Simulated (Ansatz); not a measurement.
Structure data:

```
Ti Al
1.0
     2.89578    0.00000    0.00000
     0.00000    9.13935    0.00000
    -1.44789    0.00000    2.50782
Ti Al
3 1
Direct
  0.66667 0.00000 0.33333
  0.33333 0.24882 0.66667
  0.33333 0.75118 0.66667
  0.45947 0.50000 0.33333
```

Before looking at a picture, describe the arrangement of atoms.

Answer. Its composition is Ti₃Al. The symmetry is that of Pm (No. 6), on a primitive monoclinic lattice. The cell comprises 1 formula unit: 3 Ti, 1 Al. Counting atoms within bonding range gives coordination numbers of Ti 10 to 12 (mean 10.7) and Al 8. Not all metal-metal contacts are counted.

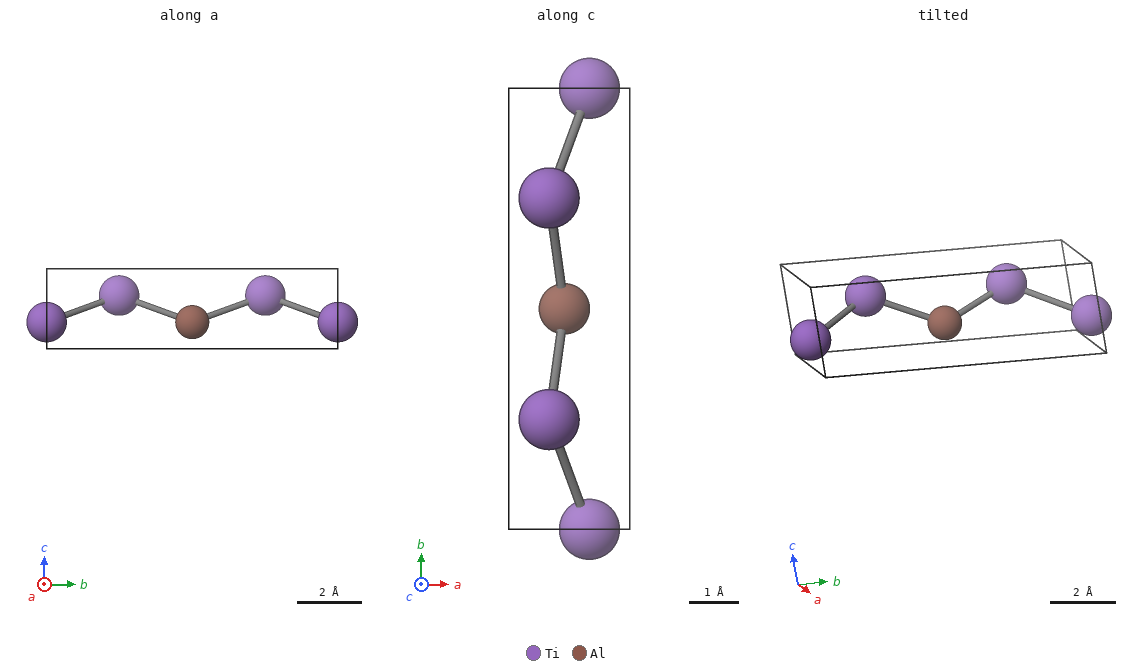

Structure drawing (ball-and-stick), viewed along the a axis, along the c axis and slightly off an axis. The frame is the conventional unit cell; atoms at its boundary are shown with their periodic copies. Colours: titanium purple, aluminium brown.

Origin of the cell: a structure listed in the Materials Project. The cell was then strained or its atoms displaced on purpose. A calculation with Ansatz used it as input.

At this level of theory the run's own cell isn't at rest (forces up to 1.3 eV/Å), so its distances can differ from those at equilibrium, the more so the softer the solid.
